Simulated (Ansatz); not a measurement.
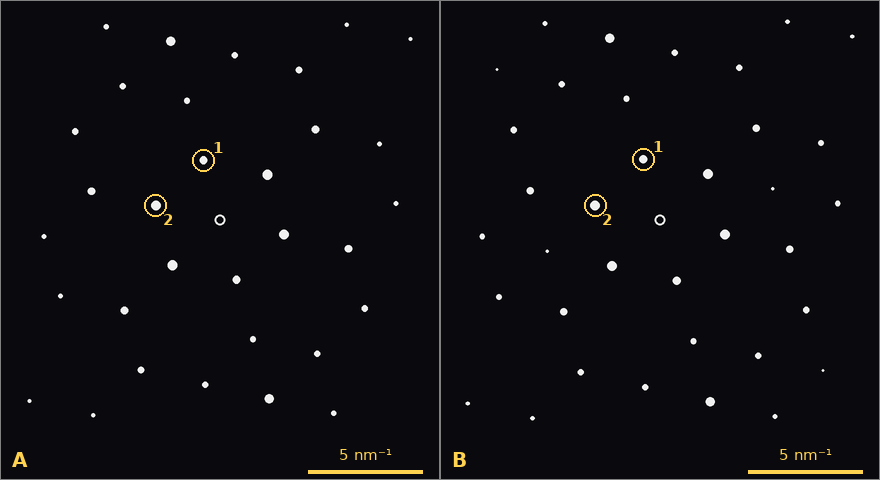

Kinematic electron diffraction patterns (200 kV, B = 0.5 Å², same scale) along [101] of the run's own cell, for the start and the end of one relaxation of SrO with Ansatz 0.2.0, DFT PBEsol, scalar-relativistic, plane waves, PAW. k mesh 9×9×2. The start is a generated model structure, and the relaxation ends in the nearest stationary point of its symmetry, not necessarily the ground state. Spot 1 is 0 -1 0 and spot 2 is 1 -1 -1 in both.

Start structure:

```
CELL_PARAMETERS angstrom
4.23540 0.00000 0.00000
-2.11770 3.66797 0.00000
0.00000 0.00000 10.21914
ATOMIC_POSITIONS crystal
Sr 0.00000 0.00000 0.00000
O 0.00000 0.00000 0.18750
Sr 0.33333 0.66667 0.25000
O 0.33333 0.66667 0.43750
Sr 0.66667 0.33333 0.50000
O 0.66667 0.33333 0.68750
Sr 0.33333 0.66667 0.75000
O 0.33333 0.66667 0.93750
```

### Which pattern belongs to the start structure, and which to the relaxed one?

A is the start: its cell gives d(1) = 3.668 Å, d(2) = 3.452 Å and an angle of 61.9°. B is the relaxed structure, with d(1) = 3.611 Å (-1.6 %), d(2) = 3.415 Å (-1.1 %) and 61.8°.

### Name reflections whose intensity changes strongly on relaxation.

3 -2 -3 goes from 4.9 to 8.9 % of the strongest spot.

### What did the relaxation do to the structure and the energy?

The volume changed by -0.5 % to 19.75 Å³ an atom; with the mean shift removed, the atoms moved by up to 0.33 Å relative to the cell (O most); the space group stayed P6_3mc (No. 186); the free energy fell by 520 meV an atom. Relaxed cell: a = 4.170 Å, b = 4.170 Å, c = 10.496 Å, α = 90.00°, β = 90.00°, γ = 120.00°.
